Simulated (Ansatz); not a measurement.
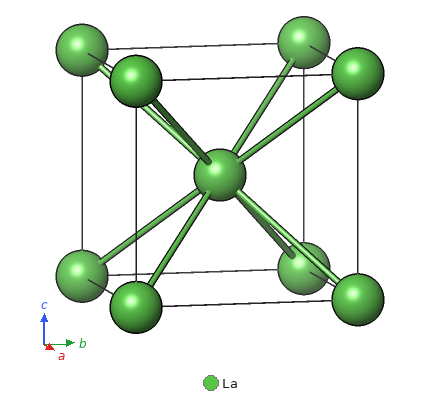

La (Im-3m, No. 229): a calculation's starting geometry; the starting structure was generated, so it need not be a known form of this composition.

```
La
1.0
     4.21064    0.00000    0.00000
     0.00000    4.21064    0.00000
     0.00000    0.00000    4.21064
La
2
Direct
  0.00000 0.00000 0.00000
  0.50000 0.50000 0.50000
```

**What will a dark-field STEM-like image along [221] show? The image is simulated as a sum over atoms of Z^1.7, blurred by a 0.64 Å probe (no channelling). The probe carries 15 % of its weight in a tail 2.5 times as wide. The display is stretched by a gamma of 0.8; percentages refer to the linear signal. The speckle of an amorphous layer was added.**

The columns repeat on a rectangular net of 0.99 × 2.98 Å (plane group p2mm). All columns are alike (La). The shortest distance between visible columns is 0.99 Å in projection. Along the beam the structure repeats every 12.63 Å.

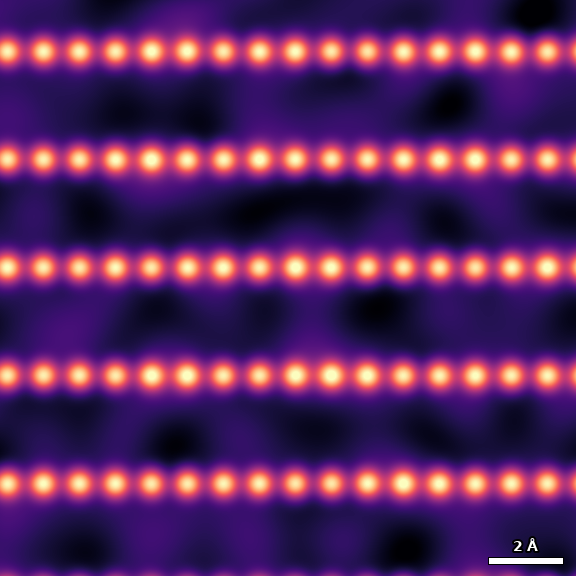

The simulated image.
